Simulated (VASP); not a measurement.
**Geometry relaxation of BN (part 6 of 6)**

The same run, continued: BN (P6₃/mmc, 4 atoms in the cell); Kohn-Sham DFT of a periodic cell, PBE with D3(BJ), VASP PAW PBE potentials, recommended, no spin polarisation (VASP 6.6.1); cutoff 520 eV, 15×15×6 k-mesh, Gaussian smearing of 0.02 eV. The structure derives from an entry of the Crystallography Open Database. The run did not end well.

Geometry of the input (Å; fractional positions):
```
2.4982  0.0000  0.0000
-1.2491  2.1635  0.0000
0.0000  0.0000  6.6357
B  0.3333  0.6667  0.2500
B  0.6667  0.3333  0.7500
N  0.3333  0.6667  0.7500
N  0.6667  0.3333  0.2500
```

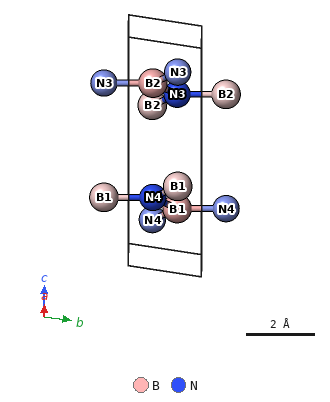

The geometry at step 78 of the log (ball-and-stick view of the cell of the calculation, seen at an oblique angle; neighbours outside the cell are drawn fainter; atoms are numbered from 1 in the order of the input).

### Trajectory as extended XYZ, continued
```
4
Lattice="2.5053 0.0000 0.0000 -1.2526 2.1696 0.0000 0.0000 -0.0000 7.0026" Properties=species:S:1:pos:R:3:forces:R:3 step=76 energy=-35.70542
B     0.0000    1.4464    1.7507    0.0000   0.0000   0.0000
B     1.2526    0.7232    5.2519    0.0000   0.0000   0.0000
N     0.0000    1.4464    5.2519    0.0000   0.0000   0.0000
N     1.2526    0.7232    1.7507    0.0000   0.0000   0.0000
4
Lattice="2.5066 0.0000 0.0000 -1.2533 2.1708 0.0000 0.0000 -0.0000 7.0024" Properties=species:S:1:pos:R:3:forces:R:3 step=77 energy=-35.70553
B     0.0000    1.4472    1.7506    0.0000   0.0000   0.0000
B     1.2533    0.7236    5.2518    0.0000   0.0000   0.0000
N     0.0000    1.4472    5.2518    0.0000   0.0000   0.0000
N     1.2533    0.7236    1.7506    0.0000   0.0000   0.0000
4
Lattice="2.5076 0.0000 0.0000 -1.2538 2.1717 0.0000 0.0000 -0.0000 7.0023" Properties=species:S:1:pos:R:3:forces:R:3 step=78 energy=-35.70553
B     0.0000    1.4478    1.7506    0.0000   0.0000   0.0000
B     1.2538    0.7239    5.2517    0.0000   0.0000   0.0000
N     0.0000    1.4478    5.2517    0.0000   0.0000   0.0000
N     1.2538    0.7239    1.7506    0.0000   0.0000   0.0000
4
Lattice="2.5074 0.0000 0.0000 -1.2537 2.1715 0.0000 0.0000 -0.0000 7.0023" Properties=species:S:1:pos:R:3:forces:R:3 step=79 energy=-35.70553
B     0.0000    1.4476    1.7506    0.0000   0.0000   0.0000
B     1.2537    0.7238    5.2517    0.0000   0.0000   0.0000
N     0.0000    1.4476    5.2517    0.0000   0.0000   0.0000
N     1.2537    0.7238    1.7506    0.0000   0.0000   0.0000
```

### Outcome

```csv
quantity,value
outcome,not converged
space group (tolerance 0.01 Å),P6₃/mmc (194)
electrons treated,16
free energy,−35.7055 eV
dispersion energy,−0.5276 eV
Fermi energy,2.012 eV
gap on the k-point mesh,4.39 eV
pressure,−0.65 GPa
final volume,38.13 Å³
largest force (length of the vector) at the end,under 0.001 eV/Å
final cell,"a = 2.507 Å, b = 2.507 Å, c = 7.002 Å, α = 90.00°, β = 90.00°, γ = 120.00°"
hardware,"1 thread of Intel Xeon (Granite Rapids), 64 GiB of memory available, shared host"
wall time,4.1 min
peak memory,0.22 GiB
```

### Diagnosis

The run did not converge. Its last values are not results.
